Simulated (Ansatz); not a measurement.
**Geometry relaxation of Al₁₇N₁₅ (part 1 of 3)**

System: Al₁₇N₁₅ (defect cell, 32 atoms in the cell).
Method: DFT PBE, scalar-relativistic, plane waves, PAW, no spin polarisation (Ansatz 0.2.0).

The structure derives from a Materials Project entry. It belongs to a series of runs on one base structure; here: Al on a N site (c), charge +0, atoms relaxed at the host's cell.

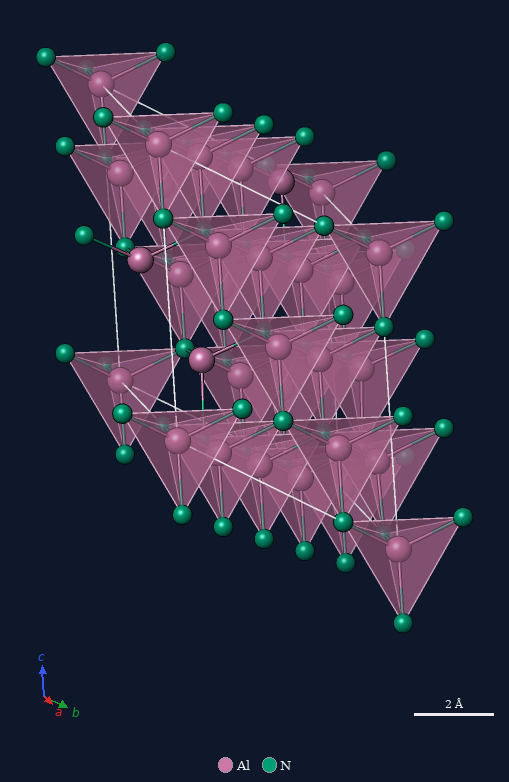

**Figure 1.** The structure as given in the input (polyhedral view of the cell of the calculation, seen slightly off an axis; polyhedra are completed across the faces of the cell). An atom can appear more than once, as a periodic image.

Input file:
```yaml
crystal:
  lattice:
    - [-4.4031742015, 4.4031742015, -4.4031742015]
    - [4.4031742015, -4.4031742015, -4.4031742015]
    - [-4.4031742015, -4.4031742015, 4.4031742015]
  atoms:
    - { symbol: Al, position: [0.5102069952, 0.25898738, 0.2679248358] }
    - { symbol: Al, position: [0.25, 0.25, 0.5] }
    - { symbol: Al, position: [0.0, 0.25, 0.75] }
    - { symbol: Al, position: [0.7391028488, -0.0087661324, 0.2403625792] }
    - { symbol: Al, position: [0.75, 0.25, 0.0] }
    - { symbol: Al, position: [0.5052521739, 0.003911119, 0.5109606118] }
    - { symbol: Al, position: [0.25, 0.0, 0.75] }
    - { symbol: Al, position: [0.0, 0.75, 0.25] }
    - { symbol: Al, position: [1.0, 1.0, 1.0] }
    - { symbol: Al, position: [0.75, 0.75, 0.5] }
    - { symbol: Al, position: [0.5, 0.75, 0.75] }
    - { symbol: Al, position: [0.25, 0.5, 0.25] }
    - { symbol: Al, position: [0.2524561691, 0.7500277312, -0.003553732] }
    - { symbol: Al, position: [0.0, 0.5, 0.5] }
    - { symbol: Al, position: [0.75, 0.5, 0.75] }
    - { symbol: Al, position: [0.5, 0.5, 0.0] }
    - { symbol: Al, position: [0.4826859767, -0.0068754403, 0.2431382135] }
    - { symbol: "N", position: [0.25, 0.0, 0.5] }
    - { symbol: "N", position: [0.0, 0.0, 0.75] }
    - { symbol: "N", position: [0.75, 0.75, 0.25] }
    - { symbol: "N", position: [0.75, 0.0, 0.0] }
    - { symbol: "N", position: [0.5, 0.75, 0.5] }
    - { symbol: "N", position: [0.25, 0.75, 0.75] }
    - { symbol: "N", position: [0.0, 0.5, 0.25] }
    - { symbol: "N", position: [0.0, 0.75, 0.0] }
    - { symbol: "N", position: [0.75, 0.5, 0.5] }
    - { symbol: "N", position: [0.5, 0.5, 0.75] }
    - { symbol: "N", position: [0.25, 0.25, 0.25] }
    - { symbol: "N", position: [0.25, 0.5, 0.0] }
    - { symbol: "N", position: [0.0, 0.25, 0.5] }
    - { symbol: "N", position: [0.75, 0.25, 0.75] }
    - { symbol: "N", position: [0.5, 0.25, 0.0] }
  host:
    lattice:
      - [0.0, 2.2015871008, 2.2015871008]
      - [2.2015871008, 0.0, 2.2015871008]
      - [2.2015871008, 2.2015871008, 0.0]
    atoms:
      - { symbol: Al, position: [0.0, 0.0, 0.0] }
      - { symbol: "N", position: [0.75, 0.75, 0.75] }
basis:
  ecutwfc: 420
  xc_grid: 2
kpoints:
  mp_grid: { grid: [2, 2, 2], shift: [0.5, 0.5, 0.5] }
hamiltonian:
  xc: pbe
scf:
  occupations: { method: gaussian, width: 0.01 }
output:
  forces: true
  stress: false
  eigenvalues: true
  charged_corrections:
    defect_position: [0.5, 0.0, 0.25]
    epsilon: [[8.6591, 0.0, 0.0], [0.0, 8.6591, 0.0], [0.0, 0.0, 8.6591]]
  write_density: true
  write_potential: true
  elf: true
  volumetric_format: npy
relax:
  adjacent_minimum: "off"
  f_tol: 0.025
  max_steps: 45
```

Hardware: 4 threads of Arm Neoverse V1, 24 GiB of memory available, shared host.

Run as:
```bash
ansatz run input.yaml --threads 4 --pin off --max-ram 10240MiB --backend cpu --events-out ev --progress --plain --runs-dir out
```

What the program printed:
```
Engine: ansatz 0.2.0, aarch64-unknown-linux-gnu
Pseudopotentials: kind: paw
Pseudopotential: Al, paw, valence charge 3, recommended cutoff 420 eV (normal), Al.paw.azcp
Pseudopotential: N, paw, valence charge 5, recommended cutoff 420 eV (normal), N.paw.azcp
Functional definition: PBE
  parameter kappa = 0.804
  parameter beta = 0.06672455060314922
  exchange = pbe_x(kappa = kappa, mu = beta*pi^2/3)
  correlation = pbe_c(beta = beta)
Crystal: 32 atoms, lattice volume = 341.474 Å³
Basis set: ecut = 420 eV, 6699 PW (Γ), exchange–correlation on 108×108×108 points (8 copies of the dense FFT grid, shifted against one another)
Bands: 95, of which v1, the nominal top of the filled ones, is band 63 counted from 1 (62 counted from 0)
Symmetry: 1 space group operations
Space group: P1 (ITA 1), of the structure as read, at distance tolerance 7.0e-5 Å
k-points: 4 of 8 (time reversal used)
Non-local potential: Al, projectors of the file, l = 0: 2, l = 1: 2, l = 2: 1
Non-local potential: N, projectors of the file, l = 0: 2, l = 1: 2, l = 2: 1
PAW form: soft (Blöchl's): semilocal exchange-correlation on the pseudo side does not see the compensation charge
PAW one-centre angular grid: Al, 110 points (default); XC on 64 Gauss nodes
PAW one-centre angular grid: N, 110 points (default); XC on 64 Gauss nodes
Initial density: superposition of atomic densities (neutral atoms: chi_scale 0, normalization atom), corrected by the library's trained network
Initial wavefunctions: pseudopotential atomic-orbital guess
Functional: x = pbe(κ = 0.804, μ = 0.2195149727645171), c = pbe(β = 0.06672455060314922)
SCF iter   1: F=—  HF=-14922.069956 eV  |F-HF|=—  |Δ(HF+E_count)|=         —  Δρ=7.17e-3  dr2=2.68e-1  ethr=1.77e-3  ⟨swp⟩=6.0  Hψ=1741  notcnv=0  defer=72
preconditioner: auto → Resta (q_TF=auto, 2.311 Å⁻¹)  ε∞=4.2  [insulator: Δε(μ)=0.013 eV  Ē_g=12.540 eV  σ=0.010 eV  W_gap=0.63  n_scr=78 (ndim 8)  ℏωp=22.6 eV  f_vac=0.000  D(μ)=44.64/eV (n_scr^D=674)  ε∞_Penn≈4.2]
SCF iter   2: F=—  HF=-14922.041570 eV  |F-HF|=—  |Δ(HF+E_count)|=   2.84e-2  Δρ=7.98e-3  dr2=3.27e-1  ethr=2.12e-4  ⟨swp⟩=2.0  Hψ=472  notcnv=0  defer=97
SCF iter   3: F=—  HF=-14922.029780 eV  |F-HF|=—  |Δ(HF+E_count)|=   1.18e-2  Δρ=6.54e-3  dr2=2.23e-1  ethr=2.12e-4  ⟨swp⟩=1.2  Hψ=283  notcnv=0  defer=97
SCF iter   4: F=—  HF=-14922.011565 eV  |F-HF|=—  |Δ(HF+E_count)|=   1.82e-2  Δρ=3.06e-3  dr2=4.66e-2  ethr=1.77e-4  ⟨swp⟩=1.0  Hψ=279  notcnv=0  defer=99
SCF iter   5: F=—  HF=-14922.010374 eV  |F-HF|=—  |Δ(HF+E_count)|=   1.19e-3  Δρ=2.52e-3  dr2=2.97e-2  ethr=3.70e-5  ⟨swp⟩=1.0  Hψ=279  notcnv=0  defer=101
SCF iter   6: F=—  HF=-14922.010756 eV  |F-HF|=—  |Δ(HF+E_count)|=   3.82e-4  Δρ=1.48e-3  dr2=1.21e-2  ethr=2.36e-5  ⟨swp⟩=1.5  Hψ=287  notcnv=0  defer=101
SCF iter   7: F=—  HF=-14922.009767 eV  |F-HF|=—  |Δ(HF+E_count)|=   9.89e-4  Δρ=1.26e-3  dr2=8.72e-3  ethr=9.64e-6  ⟨swp⟩=1.0  Hψ=351  notcnv=0  defer=101
SCF iter   8: F=—  HF=-14922.009336 eV  |F-HF|=—  |Δ(HF+E_count)|=   4.30e-4  Δρ=1.09e-3  dr2=6.30e-3  ethr=6.92e-6  ⟨swp⟩=1.0  Hψ=279  notcnv=0  defer=101
SCF iter   9: F=—  HF=-14922.008810 eV  |F-HF|=—  |Δ(HF+E_count)|=   5.27e-4  Δρ=2.20e-4  dr2=2.88e-4  ethr=5.00e-6  ⟨swp⟩=1.0  Hψ=279  notcnv=0  defer=101
SCF iter  10: F=—  HF=-14922.008799 eV  |F-HF|=—  |Δ(HF+E_count)|=   1.12e-5  Δρ=1.17e-4  dr2=6.15e-5  ethr=2.28e-7  ⟨swp⟩=1.0  Hψ=279  notcnv=0  defer=101
SCF iter  11: F=—  HF=-14922.008800 eV  |F-HF|=—  |Δ(HF+E_count)|=   1.10e-6  Δρ=1.48e-4  dr2=1.17e-4  ethr=4.88e-8  ⟨swp⟩=1.0  Hψ=308  notcnv=0  defer=101
SCF iter  12: F=—  HF=-14922.008799 eV  |F-HF|=—  |Δ(HF+E_count)|=   7.00e-7  Δρ=1.18e-4  dr2=7.34e-5  ethr=4.88e-8  ⟨swp⟩=1.0  Hψ=279  notcnv=0  defer=101
SCF iter  13: F=-14922.008795 eV  HF=-14922.008795 eV  |F-HF|=3.78e-7  |Δ(HF+E_count)|=   3.66e-6  Δρ=1.01e-5  dr2=5.65e-7  ethr=1.24e-8  ⟨swp⟩=19.8  Hψ=3485  notcnv=0
SCF 1 converged in 13 iterations: F = -14922.008795 eV  dr2 = 5.65e-7
  greatest PAW one-centre occupation: 0.792 electrons in one spin orbital (limit 2), on the N atom at site 25 (counted from 0), in its partial waves of l = 0
relax step   1: F+E_penalty+E_count = -14922.00879493 eV  Δ(F+E_penalty+E_count) = +0.000e0 eV  max|allowed force component| = 8.762e0 eV/Å  Δτ_max = 0.0000 Å  (13 SCF iters, dr2 threshold 1.56e-5 eV, accepted)
Initial density: handed on by an earlier stage of this run
Initial wavefunctions: those handed on with the density
iter 1 solved again at ethr=3.59e-4 eV; its pass at ethr=3.10e-3 eV (dr2=4.53e-1 eV) is discarded
SCF iter   1: F=—  HF=-14927.479924 eV  |F-HF|=—  |Δ(HF+E_count)|=         —  Δρ=9.83e-3  dr2=4.58e-1  ethr=3.59e-4  ⟨swp⟩=1.0  Hψ=1472  notcnv=0  defer=94
preconditioner: auto → Kerker (q_TF=auto, 2.311 Å⁻¹)  [metal: Δε(μ)=0.005 eV  Ē_g=12.622 eV  σ=0.010 eV  W_gap=0.27  n_scr=78 (ndim 8)  ℏωp=22.6 eV  f_vac=0.000  D(μ)=102.52/eV (n_scr^D=2314)]
SCF iter   2: F=—  HF=-14927.414044 eV  |F-HF|=—  |Δ(HF+E_count)|=   6.59e-2  Δρ=5.72e-3  dr2=1.90e-1  ethr=3.59e-4  ⟨swp⟩=2.0  Hψ=314  notcnv=0  defer=94
SCF iter   3: F=—  HF=-14927.398186 eV  |F-HF|=—  |Δ(HF+E_count)|=   1.59e-2  Δρ=7.26e-3  dr2=2.90e-1  ethr=1.51e-4  ⟨swp⟩=2.8  Hψ=467  notcnv=0  defer=98
SCF iter   4: F=—  HF=-14927.380418 eV  |F-HF|=—  |Δ(HF+E_count)|=   1.78e-2  Δρ=4.23e-3  dr2=1.05e-1  ethr=1.51e-4  ⟨swp⟩=1.8  Hψ=444  notcnv=0  defer=96
preconditioner: auto → Resta (q_TF=auto, 2.311 Å⁻¹)  ε∞=4.2  [insulator: Δε(μ)=0.015 eV  Ē_g=12.594 eV  σ=0.010 eV  W_gap=0.72  n_scr=78 (ndim 8)  ℏωp=22.6 eV  f_vac=0.000  D(μ)=59.96/eV (n_scr^D=1054)  ε∞_Penn≈4.2]
SCF iter   5: F=—  HF=-14927.376453 eV  |F-HF|=—  |Δ(HF+E_count)|=   3.97e-3  Δρ=2.69e-3  dr2=4.28e-2  ethr=8.36e-5  ⟨swp⟩=1.0  Hψ=284  notcnv=0  defer=96
SCF iter   6: F=—  HF=-14927.374314 eV  |F-HF|=—  |Δ(HF+E_count)|=   2.14e-3  Δρ=7.69e-4  dr2=3.80e-3  ethr=3.40e-5  ⟨swp⟩=1.0  Hψ=284  notcnv=0  defer=96
SCF iter   7: F=—  HF=-14927.373897 eV  |F-HF|=—  |Δ(HF+E_count)|=   4.17e-4  Δρ=5.44e-4  dr2=1.74e-3  ethr=3.01e-6  ⟨swp⟩=2.0  Hψ=296  notcnv=0  defer=96
SCF iter   8: F=—  HF=-14927.373773 eV  |F-HF|=—  |Δ(HF+E_count)|=   1.24e-4  Δρ=2.54e-4  dr2=3.66e-4  ethr=1.38e-6  ⟨swp⟩=1.0  Hψ=284  notcnv=0  defer=96
SCF iter   9: F=—  HF=-14927.373765 eV  |F-HF|=—  |Δ(HF+E_count)|=   8.24e-6  Δρ=1.46e-4  dr2=1.10e-4  ethr=2.90e-7  ⟨swp⟩=1.0  Hψ=284  notcnv=0  defer=96
SCF iter  10: F=—  HF=-14927.373765 eV  |F-HF|=—  |Δ(HF+E_count)|=   6.35e-7  Δρ=1.03e-4  dr2=5.87e-5  ethr=7.94e-8  ⟨swp⟩=17.8  Hψ=3278  notcnv=0
SCF iter  11: F=-14927.373748 eV  HF=-14927.373763 eV  |F-HF|=1.49e-5  |Δ(HF+E_count)|=   1.76e-6  Δρ=6.19e-5  dr2=2.13e-5  ethr=4.66e-8  ⟨swp⟩=7.5  Hψ=1863  notcnv=0
SCF 2 converged in 11 iterations: F = -14927.373748 eV  dr2 = 2.13e-5
[... from here on the iterations of each SCF are left out, up to the last one ...]
relax step   2: F+E_penalty+E_count = -14927.37374789 eV  Δ(F+E_penalty+E_count) = -5.365e0 eV  max|allowed force component| = 3.625e0 eV/Å  Δτ_max = 0.1949 Å  (11 SCF iters, dr2 threshold 1.00e-4 eV, accepted)
preconditioner: auto → Resta (q_TF=auto, 2.311 Å⁻¹)  ε∞=4.2  [insulator: Δε(μ)=0.015 eV  Ē_g=12.595 eV  σ=0.010 eV  W_gap=0.71  n_scr=78 (ndim 8)  ℏωp=22.6 eV  f_vac=0.000  D(μ)=34.06/eV (n_scr^D=428)  ε∞_Penn≈4.2]
preconditioner: auto → Kerker (q_TF=auto, 2.311 Å⁻¹)  [metal: Δε(μ)=0.004 eV  Ē_g=12.582 eV  σ=0.010 eV  W_gap=0.24  n_scr=78 (ndim 8)  ℏωp=22.6 eV  f_vac=0.000  D(μ)=57.26/eV (n_scr^D=958)]
preconditioner: auto → Resta (q_TF=auto, 2.311 Å⁻¹)  ε∞=4.2  [insulator: Δε(μ)=0.010 eV  Ē_g=12.551 eV  σ=0.010 eV  W_gap=0.51  n_scr=78 (ndim 8)  ℏωp=22.6 eV  f_vac=0.000  D(μ)=50.76/eV (n_scr^D=790)  ε∞_Penn≈4.2]
SCF 3 converged in 9 iterations: F = -14929.117454 eV  dr2 = 6.17e-6
relax step   3: F+E_penalty+E_count = -14929.11745417 eV  Δ(F+E_penalty+E_count) = -1.744e0 eV  max|allowed force component| = 1.340e0 eV/Å  Δτ_max = 0.2000 Å  (9 SCF iters, dr2 threshold 1.00e-4 eV, accepted)
preconditioner: auto → Resta (q_TF=auto, 2.311 Å⁻¹)  ε∞=4.2  [insulator: Δε(μ)=0.018 eV  Ē_g=12.576 eV  σ=0.010 eV  W_gap=0.80  n_scr=78 (ndim 8)  ℏωp=22.6 eV  f_vac=0.000  D(μ)=27.19/eV (n_scr^D=320)  ε∞_Penn≈4.2]
preconditioner: auto → Kerker (q_TF=auto, 2.311 Å⁻¹)  [metal: Δε(μ)=0.001 eV  Ē_g=12.573 eV  σ=0.010 eV  W_gap=0.05  n_scr=78 (ndim 8)  ℏωp=22.6 eV  f_vac=0.000  D(μ)=64.28/eV (n_scr^D=1156)]
preconditioner: auto → Resta (q_TF=auto, 2.311 Å⁻¹)  ε∞=4.2  [insulator: Δε(μ)=0.013 eV  Ē_g=12.573 eV  σ=0.010 eV  W_gap=0.64  n_scr=78 (ndim 8)  ℏωp=22.6 eV  f_vac=0.000  D(μ)=44.24/eV (n_scr^D=674)  ε∞_Penn≈4.2]
SCF 4 converged in 7 iterations: F = -14929.413248 eV  dr2 = 1.08e-5
relax step   4: F+E_penalty+E_count = -14929.41324768 eV  Δ(F+E_penalty+E_count) = -2.958e-1 eV  max|allowed force component| = 3.837e-1 eV/Å  Δτ_max = 0.0746 Å  (7 SCF iters, dr2 threshold 1.00e-4 eV, accepted)
preconditioner: auto → Resta (q_TF=auto, 2.311 Å⁻¹)  ε∞=4.2  [insulator: Δε(μ)=0.018 eV  Ē_g=12.580 eV  σ=0.010 eV  W_gap=0.79  n_scr=78 (ndim 8)  ℏωp=22.6 eV  f_vac=0.000  D(μ)=31.35/eV (n_scr^D=380)  ε∞_Penn≈4.2]
SCF 5 converged in 12 iterations: F = -14929.435144 eV  dr2 = 3.38e-6
relax step   5: F+E_penalty+E_count = -14929.43514406 eV  Δ(F+E_penalty+E_count) = -2.190e-2 eV  max|allowed force component| = 2.813e-1 eV/Å  Δτ_max = 0.1204 Å  (12 SCF iters, dr2 threshold 1.21e-5 eV, accepted)
preconditioner: auto → Resta (q_TF=auto, 2.311 Å⁻¹)  ε∞=4.2  [insulator: Δε(μ)=0.017 eV  Ē_g=12.557 eV  σ=0.010 eV  W_gap=0.78  n_scr=78 (ndim 8)  ℏωp=22.6 eV  f_vac=0.000  D(μ)=29.02/eV (n_scr^D=368)  ε∞_Penn≈4.2]
preconditioner: auto → Kerker (q_TF=auto, 2.311 Å⁻¹)  [metal: Δε(μ)=0.007 eV  Ē_g=12.553 eV  σ=0.010 eV  W_gap=0.37  n_scr=78 (ndim 8)  ℏωp=22.6 eV  f_vac=0.000  D(μ)=67.49/eV (n_scr^D=1252)]
SCF 6 converged in 11 iterations: F = -14929.187109 eV  dr2 = 1.71e-7
relax step   6: F+E_penalty+E_count = -14929.18710883 eV  Δ(F+E_penalty+E_count) = +2.480e-1 eV  max|allowed force component| = 9.716e-1 eV/Å  Δτ_max = 0.1537 Å  (11 SCF iters, dr2 threshold 6.49e-6 eV, rejected (line search))
preconditioner: auto → Kerker (q_TF=auto, 2.311 Å⁻¹)  [metal: Δε(μ)=0.006 eV  Ē_g=12.571 eV  σ=0.010 eV  W_gap=0.31  n_scr=78 (ndim 8)  ℏωp=22.6 eV  f_vac=0.000  D(μ)=52.27/eV (n_scr^D=886)]
preconditioner: auto → Resta (q_TF=auto, 2.311 Å⁻¹)  ε∞=4.2  [insulator: Δε(μ)=0.023 eV  Ē_g=12.571 eV  σ=0.010 eV  W_gap=0.89  n_scr=78 (ndim 8)  ℏωp=22.6 eV  f_vac=0.000  D(μ)=15.74/eV (n_scr^D=140)  ε∞_Penn≈4.2]
SCF 7 converged in 10 iterations: F = -14929.464276 eV  dr2 = 7.98e-9
relax step   7: F+E_penalty+E_count = -14929.46427635 eV  Δ(F+E_penalty+E_count) = -2.913e-2 eV  max|allowed force component| = 1.623e-1 eV/Å  Δτ_max = 0.0252 Å  (10 SCF iters, accepted)
preconditioner: auto → Resta (q_TF=auto, 2.311 Å⁻¹)  ε∞=4.2  [insulator: Δε(μ)=0.016 eV  Ē_g=12.569 eV  σ=0.010 eV  W_gap=0.75  n_scr=78 (ndim 8)  ℏωp=22.6 eV  f_vac=0.000  D(μ)=28.86/eV (n_scr^D=368)  ε∞_Penn≈4.2]
SCF 8 converged in 6 iterations: F = -14929.470285 eV  dr2 = 9.66e-8
relax step   8: F+E_penalty+E_count = -14929.47028546 eV  Δ(F+E_penalty+E_count) = -6.009e-3 eV  max|allowed force component| = 6.546e-2 eV/Å  Δτ_max = 0.0185 Å  (6 SCF iters, dr2 threshold 8.77e-6 eV, accepted)
preconditioner: auto → Resta (q_TF=auto, 2.311 Å⁻¹)  ε∞=4.2  [insulator: Δε(μ)=0.018 eV  Ē_g=12.567 eV  σ=0.010 eV  W_gap=0.80  n_scr=78 (ndim 8)  ℏωp=22.6 eV  f_vac=0.000  D(μ)=24.80/eV (n_scr^D=248)  ε∞_Penn≈4.2]
SCF 9 converged in 6 iterations: F = -14929.471455 eV  dr2 = 9.00e-9
relax step   9: F+E_penalty+E_count = -14929.47145483 eV  Δ(F+E_penalty+E_count) = -1.169e-3 eV  max|allowed force component| = 4.396e-2 eV/Å  Δτ_max = 0.0063 Å  (6 SCF iters, dr2 threshold 6.97e-7 eV, accepted)
preconditioner: auto → Resta (q_TF=auto, 2.311 Å⁻¹)  ε∞=4.2  [insulator: Δε(μ)=0.020 eV  Ē_g=12.569 eV  σ=0.010 eV  W_gap=0.84  n_scr=78 (ndim 8)  ℏωp=22.6 eV  f_vac=0.000  D(μ)=21.02/eV (n_scr^D=200)  ε∞_Penn≈4.2]
SCF 10 converged in 8 iterations: F = -14929.466766 eV  dr2 = 1.27e-8
relax step  10: F+E_penalty+E_count = -14929.46676634 eV  Δ(F+E_penalty+E_count) = +4.688e-3 eV  max|allowed force component| = 1.255e-1 eV/Å  Δτ_max = 0.0193 Å  (8 SCF iters, rejected (line search))
preconditioner: auto → Resta (q_TF=auto, 2.311 Å⁻¹)  ε∞=4.2  [insulator: Δε(μ)=0.018 eV  Ē_g=12.569 eV  σ=0.010 eV  W_gap=0.79  n_scr=78 (ndim 8)  ℏωp=22.6 eV  f_vac=0.000  D(μ)=25.78/eV (n_scr^D=320)  ε∞_Penn≈4.2]
SCF 11 converged in 6 iterations: F = -14929.472005 eV  dr2 = 1.65e-8
relax step  11: F+E_penalty+E_count = -14929.47200490 eV  Δ(F+E_penalty+E_count) = -5.501e-4 eV  max|allowed force component| = 8.849e-3 eV/Å  Δτ_max = 0.0094 Å  (6 SCF iters, accepted)
SCF iter   1: F=—  HF=-14929.472309 eV  |F-HF|=—  |Δ(HF+E_count)|=         —  Δρ=4.19e-4  dr2=9.83e-4  ethr=1.44e-6  ⟨swp⟩=2.0  Hψ=739  notcnv=0  defer=109
preconditioner: auto → Resta (q_TF=auto, 2.311 Å⁻¹)  ε∞=4.2  [insulator: Δε(μ)=0.018 eV  Ē_g=12.568 eV  σ=0.010 eV  W_gap=0.81  n_scr=78 (ndim 8)  ℏωp=22.6 eV  f_vac=0.000  D(μ)=24.34/eV (n_scr^D=248)  ε∞_Penn≈4.2]
SCF iter   2: F=—  HF=-14929.472180 eV  |F-HF|=—  |Δ(HF+E_count)|=   1.29e-4  Δρ=9.84e-5  dr2=4.37e-5  ethr=7.81e-7  ⟨swp⟩=1.0  Hψ=440  notcnv=0  defer=109
SCF iter   3: F=—  HF=-14929.472084 eV  |F-HF|=—  |Δ(HF+E_count)|=   9.61e-5  Δρ=4.78e-5  dr2=1.02e-5  ethr=3.47e-8  ⟨swp⟩=2.0  Hψ=457  notcnv=0  defer=109
SCF iter   4: F=—  HF=-14929.472082 eV  |F-HF|=—  |Δ(HF+E_count)|=   2.14e-6  Δρ=7.10e-6  dr2=3.25e-7  ethr=8.08e-9  ⟨swp⟩=2.5  Hψ=445  notcnv=0  defer=109
iter 5 did not close the SCF: its close was put off for the readings that it lacked (scf_convergence_deferred on its scf_iter line)
SCF iter   5: F=-14929.472082 eV  HF=-14929.472082 eV  |F-HF|=3.15e-8  |Δ(HF+E_count)|=   5.08e-8  Δρ=2.96e-6  dr2=4.89e-8  ethr=2.58e-10  ⟨swp⟩=2.5  Hψ=461  notcnv=0  defer=109
SCF iter   6: F=-14929.472082 eV  HF=-14929.472082 eV  |F-HF|=1.63e-9  |Δ(HF+E_count)|=   7.75e-9  Δρ=9.35e-7  dr2=3.80e-9  ethr=3.88e-11  ⟨swp⟩=11.0  Hψ=2302  notcnv=0
SCF 12 converged in 6 iterations: F = -14929.472082 eV  dr2 = 3.80e-9
relax step  12: F+E_penalty+E_count = -14929.47208177 eV  Δ(F+E_penalty+E_count) = -7.687e-5 eV  max|allowed force component| = 5.096e-3 eV/Å  Δτ_max = 0.0043 Å  (6 SCF iters, accepted)
```
